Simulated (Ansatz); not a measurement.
**Run report: Mg4O, single-point calculation**

System: Mg4O (Pm-3m, 5 atoms in the cell).
Method: DFT, PBE, plane waves, PAW, no spin polarisation (Ansatz 0.2.0).

The structure was made by a generator, so it may or may not be a known phase. Some settings of this run were made unusual or wrong on purpose.

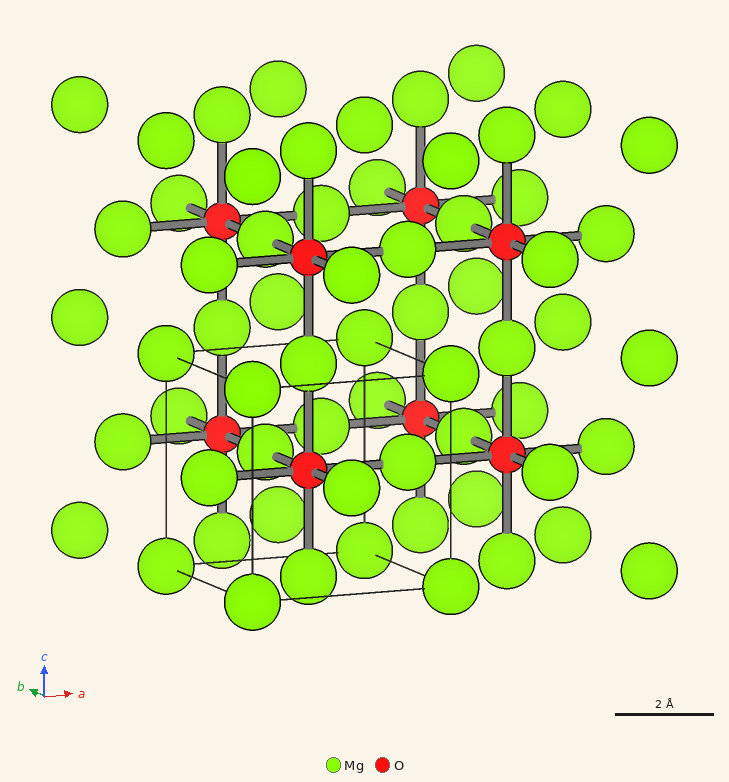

The structure (ball-and-stick view of the cell of the calculation, repeated 2 × 2 × 2, seen slightly off an axis).

## Outcome

- outcome: converged
- space group (tolerance 0.01 Å): Pm-3m (221)
- electrons treated: 46
- free energy: −8264.0545 eV
- Fermi energy: 7.198 eV
- gap on the k-point mesh: none (metallic)
- pressure: 0.07 GPa
- largest force (length of the vector): under 0.001 eV/Å
- hardware: 1 thread of Intel Xeon @ 2.90GHz (Ice Lake), 16 GiB of memory available, shared host
- wall time: 7.4 s
- peak memory: 0.48 GiB

## What went wrong

The input was spoiled on purpose: a mesh that breaks the symmetry (`kpoints.mp_grid.grid`). The mesh lacks the symmetry of the lattice, so spurious forces and shear stress can appear. The program still converged, but the numbers can't be taken as results for the intended system. Warnings of the run: the k-point mesh lowers the symmetry that the run can use.

## Input file
```yaml
crystal:
  lattice:
    - [4.4272755072, 0.0, 0.0]
    - [0.0, 4.4272755072, 0.0]
    - [0.0, 0.0, 4.4272755072]
  atoms:
    - { symbol: Mg, position: [0.0, 0.5, 0.5] }
    - { symbol: Mg, position: [0.5, 0.5, 0.0] }
    - { symbol: Mg, position: [0.5, 0.0, 0.5] }
    - { symbol: Mg, position: [0.0, 0.0, 0.0] }
    - { symbol: O, position: [0.5, 0.5, 0.5] }
basis:
  ecutwfc: 420
kpoints:
  mp_grid: { grid: [8, 7, 9] }
hamiltonian:
  xc: pbe
scf:
  occupations: { method: gaussian, width: 0.1 }
  max_iter: 80
output:
  forces: true
  eigenvalues: true
  stress: true
```

Launched with:
```bash
ansatz run input.yaml --threads 1 --pin off --max-ram 2048MiB --backend cpu --events-out ev --progress --plain --runs-dir out
```

## Log
```
Warning: crystal.symmetry: narrowed to the stabiliser of the k-point mesh — unitary ops 48 → 8; excluded 40 operations that carry a point of the 8×7×9 mesh (shift [0, 0, 0]) off the mesh (the run samples exactly the mesh kpoints.mp_grid names, as under crystal.symmetry.detect: false, and its converged state has the mesh's symmetry, not the crystal's; ε∞, the Born charges and the force constants of a linear response (`dielectric:` by the response, `phonons.method: dfpt`) are averaged over those of the crystal's operations that the state keeps within a tolerance, where `mesh_tensors`, `unaveraged_element` or `gamma_mean_max_change_ev_ang2` stands beside them; a row that `dielectric.field_direction` solves alone is averaged likewise, with nothing beside; a Γ-centred mesh of equal divisions is mapped onto itself by every operation and keeps the whole group, as does a half-shifted one under kpoints.further_shifts: images)
Engine: ansatz 0.2.0, x86_64-unknown-linux-gnu
Pseudopotentials: kind: paw
Pseudopotential: Mg, paw, valence charge 10, recommended cutoff 420 eV (normal), Mg.paw.azcp
Pseudopotential: O, paw, valence charge 6, recommended cutoff 420 eV (normal), O.paw.azcp
Functional definition: PBE
  parameter kappa = 0.804
  parameter beta = 0.06672455060314922
  exchange = pbe_x(kappa = kappa, mu = beta*pi^2/3)
  correlation = pbe_c(beta = beta)
Crystal: 5 atoms, lattice volume = 86.778 Å³
Basis set: ecut = 420 eV, 1743 PW (Γ), exchange–correlation on 60×60×60 points (8 copies of the dense FFT grid, shifted against one another)
Bands: 28, of which v1, the nominal top of the filled ones, is band 23 counted from 1 (22 counted from 0)
Symmetry: 8 space group operations
k-points: 100 of 504
Non-local potential: Mg, projectors of the file, l = 0: 3, l = 1: 2, l = 2: 1
Non-local potential: O, projectors of the file, l = 0: 2, l = 1: 2, l = 2: 1
PAW form: soft (Blöchl's): semilocal exchange-correlation on the pseudo side does not see the compensation charge
PAW one-centre angular grid: Mg, 110 points (default); XC on 64 Gauss nodes
PAW one-centre angular grid: O, 110 points (default); XC on 64 Gauss nodes
Initial density: superposition of atomic densities (neutral atoms: chi_scale 0, normalization atom), corrected by the library's trained network
Initial wavefunctions: pseudopotential atomic-orbital guess
Functional: x = pbe(κ = 0.804, μ = 0.2195149727645171), c = pbe(β = 0.06672455060314922)
SCF iter   1: F=—  HF=-8264.056537 eV  |F-HF|=—  |Δ(HF+E_count)|=         —  Δρ=2.19e-3  dr2=7.68e-3  ethr=1.77e-3  ⟨swp⟩=5.9  Hψ=12722  notcnv=0
preconditioner: auto → Kerker (q_TF=auto, 2.454 Å⁻¹)  [metal: Δε(μ)=0.029 eV  Ē_g=6.657 eV  σ=0.100 eV  W_gap=0.16  n_scr=18 (ndim 8)  ℏωp=13.8 eV  f_vac=0.000  D(μ)=1.33/eV (n_scr^D=6)]
SCF iter   2: F=—  HF=-8264.055539 eV  |F-HF|=—  |Δ(HF+E_count)|=   9.98e-4  Δρ=1.27e-3  dr2=3.11e-3  ethr=1.67e-5  ⟨swp⟩=1.2  Hψ=3640  notcnv=0  defer=1
SCF iter   3: F=—  HF=-8264.055151 eV  |F-HF|=—  |Δ(HF+E_count)|=   3.88e-4  Δρ=8.81e-4  dr2=1.58e-3  ethr=6.76e-6  ⟨swp⟩=2.0  Hψ=3160  notcnv=0  defer=1
SCF iter   4: F=—  HF=-8264.054640 eV  |F-HF|=—  |Δ(HF+E_count)|=   5.11e-4  Δρ=2.22e-4  dr2=5.60e-5  ethr=3.44e-6  ⟨swp⟩=2.0  Hψ=3168  notcnv=0  defer=1
SCF iter   5: F=—  HF=-8264.054511 eV  |F-HF|=—  |Δ(HF+E_count)|=   1.29e-4  Δρ=6.10e-5  dr2=3.37e-6  ethr=1.22e-7  ⟨swp⟩=2.0  Hψ=4717  notcnv=0  defer=1
SCF iter   6: F=—  HF=-8264.054512 eV  |F-HF|=—  |Δ(HF+E_count)|=   8.11e-7  Δρ=1.56e-5  dr2=2.55e-7  ethr=7.33e-9  ⟨swp⟩=2.0  Hψ=4363  notcnv=0  defer=1
SCF iter   7: F=-8264.054512 eV  HF=-8264.054512 eV  |F-HF|=1.40e-8  |Δ(HF+E_count)|=   3.68e-8  Δρ=4.80e-6  dr2=2.86e-8  ethr=2.17e-10  ⟨swp⟩=6.8  Hψ=10838  notcnv=0
SCF 1 converged in 7 iterations: F = -8264.054512 eV  dr2 = 2.86e-8
  greatest PAW one-centre occupation: 1.000 electrons in one spin orbital (limit 2), on the Mg atom at site 3 (counted from 0), in its partial waves of l = 0
SCF converged after 7 iterations
Free energy (F): -8264.054512 eV
Harris-Foulkes:  -8264.054512 eV  (|F-HF|=1.40e-8)
Internal energy: -8264.047998 eV  (E = F + TS)
E sigma→0 (E₀):  -8264.051255 eV
Entropy (-TS):   -0.006514 eV (-1.303 meV/atom)
Fermi energy:    7.198220 eV
--- Per-component energies (eV) ---
  E_band       = -1395.373711
  E_kinetic    = 478.092432
  E_local      = -6674.973831  (includes V_loc(G=0)·N_el)
  E_nonlocal   = 429.611736
  E_hartree    = 2381.686778
  E_xc         = -189.947485
  E_vxc        = -244.091482  (∫ρ·V_xc dr)
  E_paw        = -1327.312154  (= ΣΔE_a)
  E_vpaw       = -147.394278  (= ΣTr[D̂ρ^β])
  E_aug_tail   = 0.002361  (compensation charges beyond the density's cutoff)
  E_ewald      = -3361.207834
  E_smearing   = -0.006514  (= −TS)
  E_closure    = 0.000000  (closes the sum)
  Σ components = -8264.054512   (vs F -8264.054512, Δ=0.00e0)
--- Forces (eV/Å), atoms counted from 1 ---
  atom   1  Mg     0.00000000     0.00000000     0.00000000
  atom   2  Mg     0.00000000     0.00000000     0.00000000
  atom   3  Mg     0.00000000     0.00000000     0.00000000
  atom   4  Mg     0.00000000     0.00000000     0.00000000
  atom   5  O      0.00000000     0.00000000     0.00000000
  max |Σ_I F_I| component: 1.26e-29 eV/Å
--- Stress (GPa, compression-positive) ---
       -0.010934       0.000000       0.000000
        0.000000       0.356007       0.000000
        0.000000       0.000000      -0.124537
  P = ⅓ Tr σ = 0.0735 GPa (0.735 kbar)
--- Band table (eV; the first three rows and the last of 100) ---
  k-point 0: bands = ["-69.1611", "-69.1559", "-69.1313", "-68.5246", "-35.9333", "-35.9330", "-35.9288", "-35.9253", "-35.9040", "-35.9040", "-35.8800", "-35.8767", "-35.8552", "-35.2781", "-35.2777", "-35.2765", "-12.0568", "0.9507", "1.8503", "1.8532", "1.8534", "7.7446", "7.7469", "8.5127", "8.5144", "8.5157", "12.4227", "13.0222"]
  k-point 1: bands = ["-69.1611", "-69.1559", "-69.1313", "-68.5246", "-35.9331", "-35.9328", "-35.9285", "-35.9253", "-35.9042", "-35.9037", "-35.8801", "-35.8773", "-35.8554", "-35.2781", "-35.2778", "-35.2765", "-12.0509", "0.8639", "1.8654", "1.8656", "1.9726", "7.0481", "7.8329", "8.5083", "8.5110", "9.1511", "12.4365", "12.4376"]
  k-point 2: bands = ["-69.1610", "-69.1560", "-69.1313", "-68.5246", "-35.9326", "-35.9322", "-35.9277", "-35.9254", "-35.9045", "-35.9030", "-35.8805", "-35.8790", "-35.8558", "-35.2782", "-35.2780", "-35.2766", "-12.0359", "0.6801", "1.8967", "1.8969", "2.2869", "6.0653", "8.0864", "8.4927", "8.4946", "10.0376", "11.7026", "11.7053"]
  k-point 99: bands = ["-69.1607", "-69.1562", "-69.1314", "-68.5246", "-35.9397", "-35.9343", "-35.9303", "-35.9174", "-35.9055", "-35.8973", "-35.8969", "-35.8717", "-35.8510", "-35.2783", "-35.2778", "-35.2766", "-11.9153", "1.3106", "1.3296", "1.3656", "4.8209", "5.2233", "5.2353", "6.2558", "8.4349", "8.6859", "8.7314", "11.2066"]
```
